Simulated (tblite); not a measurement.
C5H8O2: molecular dynamics (part 3 of 3)

Continued. System: C5H8O2 (methyl methacrylate). Method: GFN2-xTB Langevin dynamics, gas phase (tblite 0.8.0). 

Geometry of the input (Å):
```
C  -1.9661  1.2368  -0.3798
C  -1.0712  0.2574  -0.2954
C  -1.4114  -1.1976  -0.3244
C  0.3643  0.6287  -0.1695
O  0.7738  1.7599  -0.0752
O  1.1586  -0.4527  -0.1818
C  2.5588  -0.2421  -0.0869
H  -3.0203  1.0418  -0.4774
H  -1.6517  2.2664  -0.3538
H  -2.4851  -1.3351  -0.4197
H  -0.9118  -1.6829  -1.1606
H  -1.0679  -1.6823  0.5877
H  2.9055  -0.5965  0.8850
H  3.0358  -0.8146  -0.8819
H  2.7843  0.8207  -0.1940
```

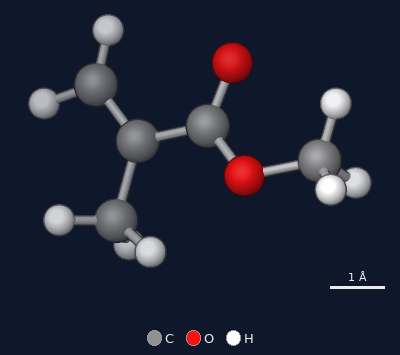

**Figure 1.** The geometry at step 35 of the log (ball-and-stick view, seen at a tilt).

**Trajectory as extended XYZ, continued**
```
15
Properties=species:S:1:pos:R:3:forces:R:3 step=29 time_fs=725.0 energy=-622.34215 temperature=451.9
C    -2.0635    1.9718   -0.0410   -1.0007   0.3676  -0.6200
C    -1.5148    0.7761   -0.2500    1.4869   0.9905   0.6035
C    -2.1392   -0.5021   -0.5227   -0.4307  -0.4366  -2.2365
C     0.0196    0.7263   -0.1394   -0.8334   2.9687   0.7544
O     0.6433    1.7180    0.1952   -0.3726   0.6293   0.0807
O     0.6564   -0.3643   -0.3461   -1.4146  -2.7899  -1.3902
C     1.9930   -0.4615   -0.0198    1.4006  -0.5671   0.2165
H    -3.1872    2.1846   -0.1409    1.9527  -0.4174   0.3316
H    -1.3594    2.8020    0.0831   -0.6831  -0.2433   0.1013
H    -3.1885   -0.5626   -0.3473   -0.7794   0.2895   0.3558
H    -2.0344   -0.6389   -1.6468    0.1030  -0.3932   1.1393
H    -1.6545   -1.2698    0.0241    0.4809  -0.8464   0.1480
H     2.6500   -0.6363   -0.9148   -0.6367   0.6704   0.5258
H     2.2378    0.4660    0.5523    0.4068  -0.8511  -0.3003
H     2.0466   -1.4211    0.5321    0.3203   0.6288   0.2901
15
Properties=species:S:1:pos:R:3:forces:R:3 step=30 time_fs=750.0 energy=-622.28552 temperature=502.9
C    -2.1313    1.7412    0.1434   -0.4485   1.7175   0.4058
C    -1.4514    0.6775   -0.1344    2.7271  -1.6292  -1.7563
C    -2.0291   -0.6545   -0.3833   -2.5310  -0.1729   1.1272
C     0.0919    0.7385   -0.2061   -1.6238  -0.3211   1.0318
O     0.6672    1.7022    0.2274    0.4497   0.3624  -0.2582
O     0.6919   -0.4363   -0.4813   -0.7614  -0.1991  -0.4667
C     2.0175   -0.5124    0.0204    0.1004  -1.2592  -0.7649
H    -3.1845    1.7565    0.2081   -0.8566  -0.1980   0.0851
H    -1.6769    2.6860    0.3454    0.3963   0.2808   0.0134
H    -3.1570   -0.5367   -0.2111    1.2648  -0.3705   0.0491
H    -1.9907   -1.1004   -1.3569    0.7461   0.0929  -0.4432
H    -1.6275   -1.3260    0.3785   -0.1325  -0.1987  -0.3077
H     2.7592   -0.3048   -0.7372    0.1150   0.3815  -0.4288
H     1.9368    0.2665    0.7178    1.3252   0.7512   1.6554
H     2.2840   -1.5336    0.3848   -0.7707   0.7625   0.0581
15
Properties=species:S:1:pos:R:3:forces:R:3 step=31 time_fs=775.0 energy=-622.36452 temperature=494.8
C    -2.1193    1.5665    0.3525   -0.7785  -0.8301   0.0886
C    -1.3688    0.5075   -0.0182   -0.0381   2.1189  -0.0777
C    -1.8962   -0.8746   -0.2516   -1.6236   0.6995   1.0091
C     0.0956    0.7876   -0.1186   -0.0859  -2.3189  -0.7902
O     0.7324    1.7611    0.1433   -0.0645   0.2804   0.2026
O     0.6553   -0.4215   -0.5048    1.2052   0.0850   0.7466
C     2.0322   -0.6544   -0.0367   -1.2693   0.6866   0.0678
H    -3.1667    1.4291    0.6386    0.2650  -0.1054  -0.3711
H    -1.8345    2.6052    0.4403    0.6211  -0.4033   0.0123
H    -3.0220   -0.7569   -0.3341    1.0237  -0.3903   0.8258
H    -1.6851   -1.3093   -1.1990    0.9934  -0.1913  -0.5104
H    -1.5506   -1.5080    0.5964   -0.5665   0.1860  -0.8049
H     2.7140   -0.1019   -0.6788    0.1323  -0.0416   0.0997
H     2.0015   -0.2366    0.9829    0.6298  -0.1814  -0.2604
H     2.2754   -1.7246   -0.0077   -0.4441   0.4057  -0.2378
15
Properties=species:S:1:pos:R:3:forces:R:3 step=32 time_fs=800.0 energy=-622.28153 temperature=427.5
C    -2.1732    1.4542    0.5270   -0.4069  -0.8186  -0.6141
C    -1.3420    0.4978    0.0307   -1.6277   2.1259   0.9885
C    -1.7450   -0.8952   -0.1967    1.0296  -0.3173  -1.3791
C     0.0737    0.6854   -0.1076    2.6090   0.8749   0.2670
O     0.7227    1.6986    0.0026   -0.3550   0.7367   0.1860
O     0.7213   -0.4625   -0.3559   -0.9003  -1.5090   0.3097
C     2.0909   -0.7096   -0.2027    0.9741   1.3675   0.2637
H    -3.2364    1.1701    0.5296    0.4853   0.1569   0.2543
H    -2.0219    2.4809    0.8876    0.5846  -0.8435  -0.5443
H    -2.7622   -1.0354   -0.3949   -1.6039  -0.1187   0.4164
H    -1.2604   -1.2258   -1.1426    0.0282  -0.1758   0.7654
H    -1.3518   -1.4166    0.6646   -0.2298  -0.6691  -0.1250
H     2.6763    0.1084   -0.7105   -0.2821  -0.6511   0.6295
H     2.4440   -0.8456    0.8707   -0.6590   0.4546  -1.0677
H     2.2228   -1.6347   -0.7188    0.3540  -0.6133  -0.3504
15
Properties=species:S:1:pos:R:3:forces:R:3 step=33 time_fs=825.0 energy=-622.35165 temperature=423.3
C    -2.1263    1.4315    0.5105    1.0952   0.8587   0.4737
C    -1.3038    0.4386    0.1591    0.0294   0.9604  -0.2345
C    -1.8036   -0.9359   -0.1900    2.1301   0.8682  -1.3226
C     0.2207    0.6969   -0.0736   -1.8960  -1.1503   0.8072
O     0.7863    1.7633   -0.0852   -0.2339  -1.3822  -0.1060
O     0.7418   -0.5835   -0.1876   -1.0719   1.8958   1.1994
C     2.1052   -0.6754   -0.2505    1.8262  -0.1851  -1.7781
H    -3.1854    1.4268    0.7170    0.1326  -0.6002  -0.2341
H    -1.6857    2.4092    0.7446   -0.0885  -0.3714  -0.2647
H    -2.8467   -0.9840   -0.2483   -1.3422  -0.0550   0.2136
H    -1.3851   -1.0476   -1.2254   -0.4483  -0.6426   0.7938
H    -1.3674   -1.6556    0.4822   -0.0490  -0.3460  -0.0290
H     2.4863    0.3046   -0.5618    0.3724   0.0288   0.2872
H     2.7116   -1.0719    0.5844   -0.9441   0.2844   0.0997
H     2.2572   -1.3419   -1.1123    0.4879  -0.1636   0.0944
15
Properties=species:S:1:pos:R:3:forces:R:3 step=34 time_fs=850.0 energy=-622.61996 temperature=698.9
C    -1.9512    1.5247    0.4473    0.1411   1.4820   0.0951
C    -1.2869    0.4419    0.1506    0.3062  -0.8044  -0.0161
C    -1.9172   -0.9015   -0.1168   -0.0123   0.4356   1.2864
C     0.1807    0.6345    0.0567   -0.2240  -0.2585  -0.9312
O     0.7707    1.6783   -0.0762   -0.2253   0.0656   0.3760
O     0.7537   -0.5576   -0.0384    0.9059  -0.1222   0.5689
C     2.1483   -0.5415   -0.2981   -0.7018  -1.5439  -2.5568
H    -2.9749    1.6610    0.5744   -1.4753  -0.3379   0.0861
H    -1.4204    2.4517    0.5174    0.3865   0.2871   0.1857
H    -2.9359   -0.8451    0.3385    0.7165  -0.3863  -0.7567
H    -1.8971   -1.0677   -1.1776   -0.4005  -0.1147  -0.3708
H    -1.3392   -1.7127    0.3446   -0.2381   0.2800  -0.0173
H     2.5997    0.4115   -0.2297    0.1867   1.0089   0.1364
H     2.6602   -1.2696    0.2707    0.3194  -0.6507   1.0099
H     2.2009   -0.9327   -1.3711    0.3149   0.6596   0.9043
15
Properties=species:S:1:pos:R:3:forces:R:3 step=35 time_fs=875.0 energy=-622.19931 temperature=280.9
C    -1.9625    1.6983    0.3949   -1.6269  -3.3029  -0.6451
C    -1.3070    0.5295    0.1404   -1.3405   0.2311  -0.4001
C    -1.9945   -0.8299   -0.0570    1.2270   0.4519   1.2966
C     0.1209    0.5545    0.0020    3.8213   2.8335   1.3170
O     0.7618    1.6358    0.0505   -1.5788  -1.7980  -0.6755
O     0.8615   -0.5813    0.0789   -0.0056   0.2820  -1.2092
C     2.2488   -0.4867   -0.3306   -0.2728   0.8395   0.3274
H    -3.0798    1.5624    0.4128    1.1978   0.5968   0.1698
H    -1.5486    2.6439    0.5349    0.6299   0.8162   0.1199
H    -2.7593   -0.8417    0.7403    0.0739  -0.5495  -0.9124
H    -2.3122   -1.0036   -1.0699   -0.6606   0.3603  -0.1253
H    -1.2318   -1.6323    0.0971   -0.6075   0.6230   0.3089
H     2.7969    0.4620   -0.1135   -1.0087  -0.4056   0.0678
H     2.7225   -1.2637    0.1879    0.6981  -1.1166   1.0439
H     2.4071   -0.7166   -1.3704   -0.5467   0.1384  -0.6839
15
Properties=species:S:1:pos:R:3:forces:R:3 step=36 time_fs=900.0 energy=-622.13527 temperature=263.6
C    -1.9361    1.6167    0.3008    1.7242   1.9462  -0.2547
C    -1.2100    0.4939    0.1465   -1.1249   0.9416   0.0524
C    -1.9935   -0.8161    0.0163    0.8868   0.8407  -0.8851
C     0.2558    0.6359    0.1425    0.8234  -1.0338  -1.1377
O     0.9224    1.6520    0.0750   -1.4812  -0.7281   0.4301
O     0.8637   -0.6285    0.0191    0.8333   2.3634  -0.2430
C     2.2436   -0.4199   -0.2415    2.5627  -0.9557   1.7447
H    -3.0058    1.6017    0.3640   -0.0873   0.0830  -0.0981
H    -1.4134    2.6915    0.3012   -1.1444  -2.5127   0.2236
H    -2.4191   -0.9326    0.9815   -0.5519  -0.6848   0.5665
H    -2.7619   -0.7593   -0.7730    0.1736   0.3589   0.5425
H    -1.3681   -1.6383   -0.2897    0.3588  -0.2260   0.3635
H     2.6712    0.5828    0.0995   -1.0109  -1.0842  -0.0963
H     2.8795   -1.2040    0.3327   -1.2244   0.9033  -0.6570
H     2.5909   -0.4952   -1.2625   -0.7376  -0.2118  -0.5515
15
Properties=species:S:1:pos:R:3:forces:R:3 step=37 time_fs=925.0 energy=-622.30681 temperature=384.4
C    -1.8350    1.6433    0.2671   -1.4817   0.5391   0.7385
C    -1.1907    0.4894    0.2559   -0.0880  -0.4781  -0.9523
C    -1.7895   -0.8717    0.1018   -0.2095  -0.0451  -1.8888
C     0.2941    0.6685    0.0904   -1.3707  -4.5049   0.0442
O     0.8479    1.6849    0.1204    2.1177   3.2802   0.1010
O     0.9440   -0.5547   -0.1156   -1.6056   1.0780   0.3086
C     2.3097   -0.5628   -0.2248    1.6435  -2.0537   0.5786
H    -2.9289    1.8888    0.3274    1.3083  -0.7733  -0.1517
H    -1.1768    2.4579    0.4159    0.1427   1.0824  -0.1515
H    -2.1041   -1.2451    1.0583    0.0548  -0.4082   0.1633
H    -2.6719   -0.8774   -0.6141    0.7500   0.3100   1.0493
H    -1.0352   -1.4845   -0.4284   -0.4339  -0.0829   0.8251
H     2.8414    0.2666    0.1616    0.0594   1.0964   1.0834
H     2.7140   -1.5218    0.2600   -0.6665   1.1652  -0.2673
H     2.6859   -0.6060   -1.2181   -0.2206  -0.2052  -1.4802
15
Properties=species:S:1:pos:R:3:forces:R:3 step=38 time_fs=950.0 energy=-622.33642 temperature=430.1
C    -1.8643    1.5779    0.3706    0.3347  -0.4351  -0.5032
C    -1.0853    0.5345    0.1359   -0.6788  -1.5171   0.8723
C    -1.6205   -0.8799    0.2211    0.8687   0.0660   0.0299
C     0.3708    0.6347    0.0123    0.3842   3.0762   0.3768
O     0.8800    1.7512    0.1279    0.3690  -1.3968  -0.2895
O     0.9960   -0.5019   -0.1667   -2.5705  -0.6790   0.0862
C     2.3248   -0.6578   -0.2471    1.5131   0.1784  -2.6613
H    -2.8924    1.4093    0.4833   -1.1225  -0.0484   0.2619
H    -1.5392    2.5731    0.3225    0.5080   0.9248   0.0273
H    -1.8093   -1.2709    1.2328    0.3991   0.3938  -0.3449
H    -2.5043   -0.9932   -0.3303   -1.5215   0.1474  -0.5894
H    -0.9017   -1.4781   -0.3165    0.2461  -0.5947   0.2989
H     2.8805    0.2195   -0.0626    0.6200   1.2764   0.1249
H     2.6341   -1.4047    0.3774    0.7230  -1.9603   2.1559
H     2.5771   -1.0672   -1.2577   -0.0726   0.5684   0.1542
15
Properties=species:S:1:pos:R:3:forces:R:3 step=39 time_fs=975.0 energy=-622.47532 temperature=493.0
C    -1.9678    1.4635    0.4658    2.1220   0.9491  -1.4371
C    -1.0918    0.4892    0.1110   -0.1350   0.9654   1.2789
C    -1.5478   -0.9505    0.2440    0.1813   0.3537   0.1828
C     0.4200    0.7484   -0.0625   -0.5834  -1.3251  -0.3055
O     1.0706    1.7507   -0.0048   -0.4805   0.4995   0.1833
O     0.9681   -0.4591   -0.3169    0.9642  -0.9056   0.1001
C     2.4168   -0.6724   -0.3491   -0.7117  -0.6893  -0.8955
H    -3.0006    1.2611    0.6108   -0.3526  -0.0879   0.2193
H    -1.6720    2.5589    0.3736   -0.3608  -1.6063   0.3298
H    -1.2605   -1.3816    1.2196    0.1404   0.2133  -0.5558
H    -2.6202   -0.9867    0.1868   -0.5386   0.1202   0.1064
H    -1.1951   -1.5623   -0.5663    0.4784  -0.2402  -0.1299
H     2.8763    0.2457   -0.6769    0.2987   0.2295  -0.1143
H     2.7913   -0.9770    0.6172   -0.1666   0.2159   0.4907
H     2.6954   -1.5463   -1.0364   -0.8558   1.3078   0.5466
15
Properties=species:S:1:pos:R:3:forces:R:3 step=40 time_fs=1000.0 energy=-622.35943 temperature=358.5
C    -1.8872    1.4818    0.3831   -1.5872   0.1963   1.2400
C    -1.0144    0.5061    0.2317   -0.3315  -0.7486  -1.1429
C    -1.4618   -0.9024    0.2561   -1.6055  -1.2611   1.2806
C     0.4193    0.7028   -0.1349   -1.4131  -2.4953   0.4742
O     1.0237    1.6925    0.0084    1.6849   2.9098   0.1345
O     0.9771   -0.4787   -0.4564    1.0816  -1.0105   0.3649
C     2.4352   -0.5243   -0.4498   -0.3338   2.0919  -0.2718
H    -2.9633    1.3213    0.7527    1.7833   0.0791  -0.8158
H    -1.5658    2.4884    0.3769    0.1374   0.8008  -0.1742
H    -0.6931   -1.5298    0.7207   -0.2700  -0.0003  -0.2198
H    -2.4053   -0.9736    0.9243    1.3218   0.0055  -1.0867
H    -1.7276   -1.3344   -0.7304    0.3165   0.4533   0.5363
H     2.6871    0.1649   -1.2887    0.4941  -0.5849   0.4384
H     2.8437   -0.0819    0.4824   -0.4905   0.0713  -0.3174
H     2.9270   -1.4789   -0.5241   -0.7880  -0.5073  -0.4404
```

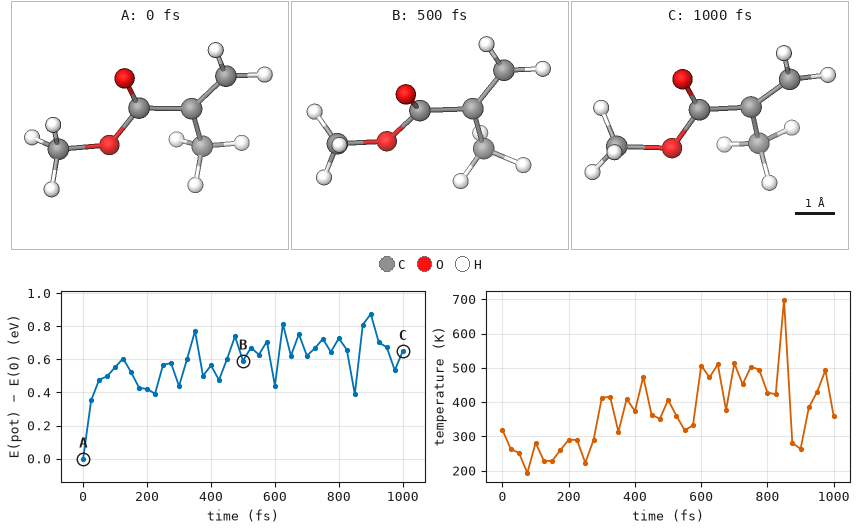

**Figure 2.** Frames of the molecular dynamics (ball-and-stick, seen at a tilt) above the curves, on which the letters mark them. The trajectory kept here has 41 frames over 1000 fs. The temperature starts at 319 K, ranges from 193 to 699 K and averages 429 K over the second half. The potential energy ends 0.650 eV above its first value. After an unweighted best fit of the last frame on the first, the root-mean-square displacement is 1.28 Å, and H14 has moved furthest (2.16 Å).

**Results in brief**

```json
{"quantity": "outcome", "value": "finished"}
{"quantity": "mean temperature over the second half", "value": "429 K"}
{"quantity": "trajectory", "value": "41 frames kept, 1000 fs"}
{"quantity": "wall time", "value": "15 s"}
{"quantity": "peak memory", "value": "0.18 GiB"}
```
